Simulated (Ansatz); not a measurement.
## Nudged elastic band, with input and output: Zn₈O₇ (part 3 of 3)

Continued. System: Zn₈O₇ (defect cell, 15 atoms in the cell). Method: DFT with PBE, PAW plane waves, no spin polarisation (Ansatz 0.2.0); cutoff 420 eV, 3×3×3 k-mesh, cold smearing of 0.15 eV. The structure derives from an entry of the Crystallography Open Database.

Geometry of the input (Å; fractional positions):
```
6.4929  0.0000  0.0000
-3.2464  5.6230  0.0000
0.0000  0.0000  5.1991
Zn 0.1671  0.3363  0.0007
Zn 0.3319  0.1668  0.4989
O  0.1710  0.3379  0.3804
O  0.3311  0.1626  0.8846
Zn 0.1634  0.8336  -0.0043
Zn 0.3328  0.6627  0.4934
O  0.1638  0.8323  0.3828
O  0.3284  0.6651  0.8879
Zn 0.6663  0.3323  -0.0005
Zn 0.8293  0.1691  0.5062
O  0.6630  0.3318  0.3848
Zn 0.6670  0.8337  0.0044
Zn 0.8273  0.6650  0.5013
O  0.6682  0.8368  0.3819
O  0.8290  0.6648  0.8779
```

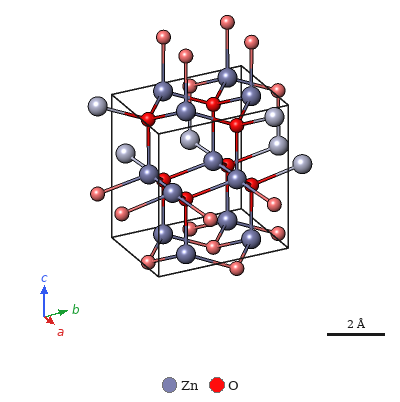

Fig. 1: The input geometry (ball-and-stick view of the cell of the calculation, seen slightly off an axis; neighbours outside the cell are drawn fainter).

Output, continued:
```
  k-point 2: bands = ["-10.8857", "-10.5350", "-10.3427", "-10.2441", "-10.1793", "-10.0964", "-9.8189", "0.7750", "0.8516", "0.9346", "1.0301", "1.0591", "1.1246", "1.1787", "1.2358", "1.2608", "1.3438", "1.3775", "1.4042", "1.4802", "1.5139", "1.5293", "1.5737", "1.6513", "1.6744", "1.7075", "1.7488", "1.8313", "1.8710", "1.9096", "1.9453", "2.0076", "2.0335", "2.0548", "2.0967", "2.1120", "2.1282", "2.1568", "2.1853", "2.2400", "2.3836", "2.4080", "2.4462", "2.5163", "2.5576", "2.6331", "2.6902", "2.8201", "2.9458", "3.1098", "3.1540", "3.4627", "3.7184", "3.8876", "3.9701", "4.1063", "4.4119", "4.5817", "4.9282", "5.2246", "5.2754", "5.2885", "5.5529", "5.7754", "5.9544", "6.0235", "6.3414", "6.4950", "7.3972", "9.1752", "10.6424", "11.5016", "11.9720", "12.2301", "12.8430", "13.3240", "13.6948", "14.3548", "14.5053", "14.9465", "15.1998", "15.3995", "15.7665", "16.2645"]
  k-point 13: bands = ["-10.7446", "-10.4829", "-10.3795", "-10.3075", "-10.2129", "-10.0832", "-9.8711", "0.5714", "0.7300", "0.8388", "0.8937", "0.9633", "1.0635", "1.0962", "1.1524", "1.2231", "1.2603", "1.3099", "1.3683", "1.3818", "1.4260", "1.4780", "1.5208", "1.5824", "1.6673", "1.6916", "1.7159", "1.7897", "1.8548", "1.8927", "1.9252", "1.9732", "2.0329", "2.0507", "2.0787", "2.1237", "2.1565", "2.1774", "2.2242", "2.2582", "2.3180", "2.3727", "2.3917", "2.4687", "2.5113", "2.5560", "2.5977", "2.9388", "3.1076", "3.2214", "3.4543", "3.6751", "3.7883", "3.9983", "4.3960", "4.6135", "4.7130", "4.9134", "5.0058", "5.2214", "5.3854", "5.4846", "5.6172", "5.7774", "5.8878", "6.0552", "6.1607", "6.3312", "7.9285", "9.2454", "10.3987", "10.9602", "11.8739", "12.1539", "12.6996", "13.2457", "13.7995", "14.3158", "14.5546", "14.8909", "15.1208", "15.6128", "15.7658", "16.0004"]
this run last wrote the band of iteration 12 to [file]
--- NEB band (7 images, 12 band iterations, 567 SCF iterations, 72 more in tests of the images' electronic states and relaxations of end points) ---
  forward barrier  = 1.682565 eV
  backward barrier = 1.682560 eV
  lagrangian_above_aufbau_ev (what the smearing adds, to first order; not taken off the barriers): saddle image -0.000000 eV, end points -0.000000 and -0.000000 eV
  climbing image's point = of an order that was not read
  energies are F+E_penalty+E_count in eV, relative to image 0
  image     s (Å)  Δ vs image 0  max|band force component| (eV/Å)
      0    0.0000      0.000000                                 —
      1    0.6723      0.519079                          5.453e-3
      2    1.3446      1.101051                          8.287e-3
  *   3    2.0170      1.682565                          1.335e-2
      4    2.6894      1.101003                          8.253e-3
      5    3.3617      0.519101                          4.957e-3
      6    4.0339      0.000005                                 —
  climbing-image geometry (image 3):
  cell:  # Å, volume = 189.8166 Å³
    - [6.49289848, 0.0, 0.0]
    - [-3.24644924, 5.62301503, 0.0]
    - [0.0, 0.0, 5.19907719]
  atoms:
    - { symbol: Zn, position: [0.1433858511078422, 0.34421572236592896, -0.00973375168107003] }
    - { symbol: Zn, position: [0.2982942886485097, 0.14994870571491556, 0.49573526997813167] }
    - { symbol: O, position: [0.15550849344149079, 0.33937614903907426, 0.37499771171507296] }
    - { symbol: O, position: [0.2978476112656696, 0.14972755343985175, 0.88175511226326] }
    - { symbol: Zn, position: [0.14340292487018486, 0.8007825533116656, -0.009735147203125056] }
    - { symbol: Zn, position: [0.34785696890282436, 0.6747269786966322, 0.501065430606875] }
    - { symbol: O, position: [0.1555116200090435, 0.8177340719637265, 0.37499639463976187] }
    - { symbol: O, position: [0.37809844176955765, 0.6898486295488085, 0.8871931610207962] }
    - { symbol: Zn, position: [0.6126714529667734, 0.30714452172445467, 0.021046783705535647] }
    - { symbol: Zn, position: [0.8308601213435226, 0.17707226832621206, 0.5292690628411459] }
    - { symbol: O, position: [0.6397579619491162, 0.32068013965593917, 0.38962961905993504] }
    - { symbol: Zn, position: [0.7173189998555694, 0.8594489468039601, -0.00812173689464876] }
    - { symbol: Zn, position: [0.8308628116673709, 0.6553897511859227, 0.5292589814542806] }
    - { symbol: O, position: [0.6846069570396178, 0.8431037567764261, 0.3835509599715927] }
    - { symbol: O, position: [0.9052864151629084, 0.4534359114464826, 0.8390335835224562] }
```

The last band as extended XYZ (Å, eV, eV/Å):
```
15
Lattice="6.4929 0.0000 0.0000 -3.2464 5.6230 0.0000 0.0000 0.0000 5.1991" Properties=species:S:1:pos:R:3:forces:R:3 image=0 energy=-30526.17818
Zn   -0.1464    1.7954   -0.0397    0.0007   0.0005  -0.0002
Zn    1.6121    0.9508    2.5741   -0.0001  -0.0009  -0.0001
O    -0.0701    1.8394    1.9709    0.0004   0.0003  -0.0010
O     1.6120    0.9667    4.5877    0.0003  -0.0002   0.0005
Zn   -1.6345    4.6849   -0.0225    0.0002   0.0001   0.0003
Zn    0.0014    3.7405    2.5741   -0.0007   0.0003  -0.0002
O    -1.6344    4.6849    1.9749    0.0000   0.0000   0.0001
O     0.0152    3.7325    4.5877   -0.0002   0.0002   0.0005
Zn    3.3707    1.7952   -0.0398   -0.0012   0.0007  -0.0001
Zn    4.8585    0.9362    2.9008    0.0000   0.0000   0.0018
O     3.2941    1.8394    1.9709   -0.0002   0.0002  -0.0010
Zn    1.6120    4.8412   -0.0398    0.0000  -0.0013  -0.0001
Zn    3.2226    3.7404    2.5740    0.0007   0.0004   0.0000
O     1.6120    4.7529    1.9709    0.0000  -0.0002  -0.0010
O     3.2088    3.7325    4.5877    0.0002   0.0000   0.0004
15
Lattice="6.4929 0.0000 0.0000 -3.2464 5.6230 0.0000 0.0000 0.0000 5.1991" Properties=species:S:1:pos:R:3:forces:R:3 image=1 energy=-30525.65910
Zn   -0.1912    1.8191   -0.0430    0.0843  -0.1134   0.0115
Zn    1.4955    0.9125    2.5845    0.0888  -0.0003   0.0077
O    -0.1202    1.8932    1.9669    0.0281  -0.0719   0.0114
O     1.5154    0.8767    4.5884    0.0946   0.0206   0.0087
Zn   -1.5478    4.6076   -0.0119    0.0768   0.0296   0.0132
Zn    0.0506    3.7915    2.5868    0.0166  -0.0563  -0.0237
O    -1.6147    4.6676    1.9645    0.0521  -0.0085   0.0213
O     0.1859    3.7506    4.5911   -0.0726  -0.1070  -0.0227
Zn    3.1443    1.7394    0.0570    0.2179  -0.0296  -0.0631
Zn    4.8526    0.9215    2.8870    0.0431  -0.0974   0.0471
O     3.2163    1.7532    2.0178    0.1143  -0.0415  -0.0014
Zn    1.6681    5.0040   -0.0549    0.0263  -0.1404  -0.0431
Zn    3.2606    3.6824    2.5808    0.0159  -0.0218  -0.1288
O     1.6960    4.7293    1.9315   -0.0181  -0.0146  -0.0494
O     3.5950    3.4191    4.4845   -0.7681   0.6526   0.2113
15
Lattice="6.4929 0.0000 0.0000 -3.2464 5.6230 0.0000 0.0000 0.0000 5.1991" Properties=species:S:1:pos:R:3:forces:R:3 image=2 energy=-30525.07713
Zn   -0.2216    1.8558   -0.0499   -0.0163  -0.1585   0.0008
Zn    1.4612    0.8814    2.5791    0.0439   0.0109  -0.0002
O    -0.1194    1.9051    1.9606   -0.0139  -0.0477   0.0154
O     1.4746    0.8331    4.5849    0.0560  -0.0538   0.0034
Zn   -1.5782    4.5576   -0.0207    0.1519   0.0276   0.0417
Zn    0.0579    3.7939    2.6017    0.0101  -0.0438  -0.0032
O    -1.6270    4.6413    1.9520    0.0507   0.0155   0.0033
O     0.2493    3.7846    4.6047    0.0720  -0.1753  -0.0089
Zn    3.0352    1.7259    0.0935    0.1098  -0.0424  -0.0177
Zn    4.8442    0.9493    2.8579    0.0602  -0.1030   0.1465
O     3.1655    1.7478    2.0196    0.0958  -0.1212  -0.0120
Zn    1.6677    5.0573   -0.0295   -0.2557   0.2701   0.0151
Zn    3.2691    3.6643    2.6575    0.0298  -0.0695  -0.1311
O     1.7257    4.7073    1.9607    0.0499  -0.0915  -0.0450
O     4.0745    2.9979    4.3584   -0.4442   0.5825  -0.0080
15
Lattice="6.4929 0.0000 0.0000 -3.2464 5.6230 0.0000 0.0000 0.0000 5.1991" Properties=species:S:1:pos:R:3:forces:R:3 image=3 energy=-30524.49561
Zn   -0.1865    1.9355   -0.0506   -0.0013   0.0034  -0.0016
Zn    1.4500    0.8432    2.5774    0.0078   0.0044  -0.0058
O    -0.0921    1.9083    1.9496   -0.0106  -0.0051   0.0008
O     1.4478    0.8419    4.5843   -0.0074  -0.0042   0.0015
Zn   -1.6686    4.5028   -0.0506    0.0020  -0.0031  -0.0017
Zn    0.0681    3.7940    2.6051    0.0042   0.0024  -0.0019
O    -1.6450    4.5981    1.9496   -0.0097  -0.0066   0.0008
O     0.2154    3.8790    4.6126   -0.0064  -0.0036   0.0065
Zn    2.9809    1.7271    0.1094    0.0100   0.0058   0.0003
Zn    4.8198    0.9957    2.7517    0.0133   0.0045   0.0013
O     3.1128    1.8032    2.0257   -0.0023  -0.0014  -0.0011
Zn    1.8673    4.8327   -0.0422   -0.0016  -0.0009  -0.0067
Zn    3.2670    3.6853    2.7517    0.0105   0.0094   0.0016
O     1.7080    4.7408    1.9941   -0.0044  -0.0024   0.0043
O     4.4059    2.5497    4.3622   -0.0042  -0.0026   0.0018
15
Lattice="6.4929 0.0000 0.0000 -3.2464 5.6230 0.0000 0.0000 0.0000 5.1991" Properties=species:S:1:pos:R:3:forces:R:3 image=4 energy=-30525.07717
Zn   -0.0934    1.9867   -0.0208    0.0998   0.1177   0.0417
Zn    1.4891    0.8340    2.5790    0.0314   0.0326  -0.0002
O    -0.0454    1.9026    1.9519    0.0388   0.0361   0.0033
O     1.4539    0.8698    4.5848   -0.0186   0.0752   0.0033
Zn   -1.7549    4.5124   -0.0500   -0.1454   0.0652   0.0008
Zn    0.0633    3.7854    2.6017   -0.0328   0.0306  -0.0032
O    -1.6611    4.5762    1.9605   -0.0483   0.0118   0.0154
O     0.1509    3.9558    4.6046   -0.1159   0.1500  -0.0089
Zn    3.0074    1.7748    0.0934    0.0183   0.1163  -0.0177
Zn    4.8031    1.0082    2.6574   -0.0452   0.0605  -0.1311
O     3.0916    1.8767    2.0195   -0.0571   0.1436  -0.0120
Zn    1.9624    4.5478   -0.0295    0.1060  -0.3564   0.0151
Zn    3.2394    3.7298    2.8578   -0.0591   0.1036   0.1466
O     1.6882    4.7731    1.9606   -0.0543   0.0889  -0.0450
O     4.6287    2.0389    4.3583    0.2824  -0.6759  -0.0081
15
Lattice="6.4929 0.0000 0.0000 -3.2464 5.6230 0.0000 0.0000 0.0000 5.1991" Properties=species:S:1:pos:R:3:forces:R:3 image=5 energy=-30525.65908
Zn   -0.0345    1.9882   -0.0120    0.0640   0.0517   0.0132
Zn    1.5335    0.8483    2.5843    0.0442   0.0771   0.0077
O    -0.0161    1.9003    1.9643    0.0187   0.0494   0.0213
O     1.5125    0.8835    4.5883    0.0651   0.0715   0.0087
Zn   -1.7711    4.5573   -0.0431   -0.0560   0.1297   0.0115
Zn    0.0579    3.7805    2.5866   -0.0404   0.0425  -0.0237
O    -1.6714    4.5818    1.9667   -0.0483   0.0603   0.0114
O     0.0901    3.9181    4.5910   -0.1290  -0.0094  -0.0227
Zn    3.0740    1.8628    0.0569    0.0834   0.2035  -0.0631
Zn    4.8149    0.9920    2.5806   -0.0109   0.0247  -0.1288
O     3.1221    1.9182    2.0177    0.0212   0.1197  -0.0013
Zn    1.9168    4.5750   -0.0551   -0.1085   0.0930  -0.0431
Zn    3.2199    3.7512    2.8869   -0.0628   0.0860   0.0471
O     1.6928    4.7366    1.9314   -0.0217  -0.0084  -0.0494
O     4.7541    1.4132    4.4844    0.1811  -0.9915   0.2112
15
Lattice="6.4929 0.0000 0.0000 -3.2464 5.6230 0.0000 0.0000 0.0000 5.1991" Properties=species:S:1:pos:R:3:forces:R:3 image=6 energy=-30526.17817
Zn   -0.0108    1.8747   -0.0228    0.0002  -0.0002  -0.0013
Zn    1.6252    0.9303    2.5738   -0.0005   0.0001  -0.0003
O    -0.0108    1.8746    1.9743    0.0003  -0.0001   0.0029
O     1.6393    0.9224    4.5876   -0.0027   0.0017  -0.0008
Zn   -1.7682    4.6086   -0.0398   -0.0009  -0.0006  -0.0002
Zn   -0.0104    3.7636    2.5737   -0.0001  -0.0004   0.0002
O    -1.6928    4.6521    1.9708    0.0031   0.0023   0.0001
O    -0.0103    3.7797    4.5875    0.0002  -0.0030  -0.0012
Zn    3.2360    2.0311   -0.0401    0.0000  -0.0006   0.0005
Zn    4.8461    0.9301    2.5738    0.0014   0.0007  -0.0004
O     3.2357    1.9431    1.9706    0.0002  -0.0037  -0.0001
Zn    1.7487    4.6077   -0.0403   -0.0012   0.0010   0.0001
Zn    3.2358    3.7492    2.9012    0.0004  -0.0002   0.0008
O     1.6718    4.6521    1.9703   -0.0031   0.0015   0.0009
O     4.8324    0.9221    4.5876    0.0028   0.0015  -0.0011
```

Key numbers:

- outcome: converged
- barrier, forward: 1.683 eV
- barrier, backward: 1.683 eV
- electrons treated: 138
- hardware: 4 threads of Arm Neoverse V2, 128 GiB of memory available, shared host
- wall time: 11 min (CPU time 31 min)
- peak memory: 1.5 GiB

Remarks:

The order of the saddle point was not checked.
